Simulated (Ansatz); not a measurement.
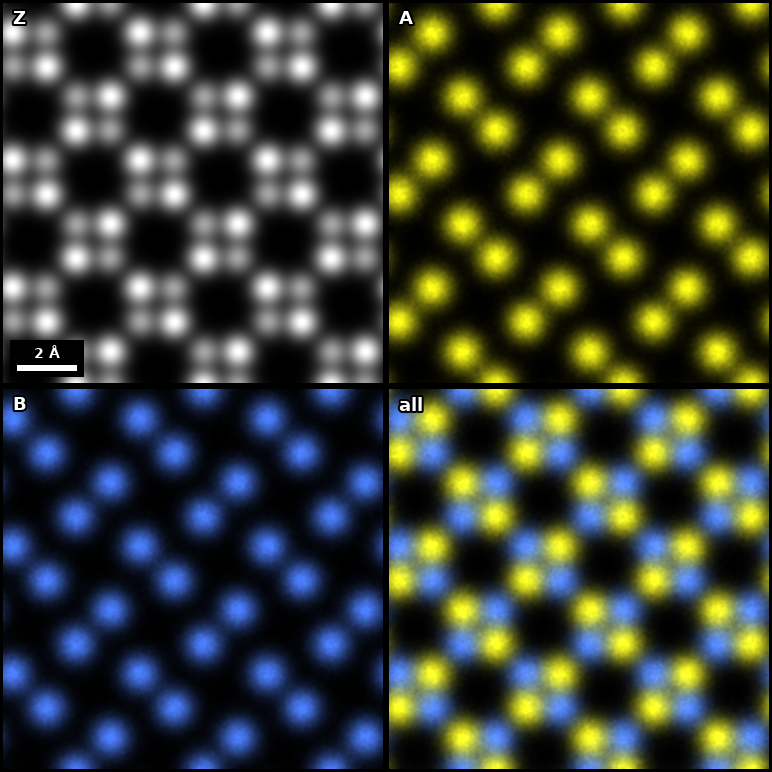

BN (I-42d, No. 122) along [001]. Panel Z: Simulation: incoherent imaging, intensity Z^1.7 per atom, probe width 0.79 Å, thin sample. The display is stretched by a gamma of 0.8; percentages refer to the linear signal. The other panels are simulated element maps (the number of atoms of one element along the beam, blurred by 1.0 Å, with counting noise; each on its own scale, no channelling); the last overlays them. Atomic positions: the geometry relaxed with DFT PBE, scalar-relativistic, plane waves, PAW (Ansatz 0.2.0); the starting structure was generated, so it need not be a known form of this composition.

```cif
data_structure
_symmetry_space_group_name_H-M 'P 1'
_symmetry_Int_Tables_number 1
_cell_length_a 6.0328
_cell_length_b 6.0328
_cell_length_c 3.8787
_cell_angle_alpha 90.000
_cell_angle_beta 90.000
_cell_angle_gamma 90.000
_cell_volume 141.16
loop_
_atom_site_label
_atom_site_type_symbol
_atom_site_fract_x
_atom_site_fract_y
_atom_site_fract_z
_atom_site_occupancy
B1 B 0.88144 0.25000 0.62500 1
B2 B 0.11856 0.75000 0.62500 1
B3 B 0.75000 0.61856 0.87500 1
B4 B 0.25000 0.38144 0.87500 1
N1 N 0.11473 0.25000 0.62500 1
N2 N 0.88527 0.75000 0.62500 1
N3 N 0.75000 0.38527 0.87500 1
N4 N 0.25000 0.61473 0.87500 1
B5 B 0.38144 0.75000 0.12500 1
B6 B 0.61856 0.25000 0.12500 1
B7 B 0.25000 0.11856 0.37500 1
B8 B 0.75000 0.88144 0.37500 1
N5 N 0.61473 0.75000 0.12500 1
N6 N 0.38527 0.25000 0.12500 1
N7 N 0.25000 0.88527 0.37500 1
N8 N 0.75000 0.11473 0.37500 1
```

**Which element does each lettered map show?**

B, B: N. The projected cell (4.27 × 4.27 Å, 90°) holds 8 columns: 4 of B and 4 of N. No column is shared by two of the mapped elements.
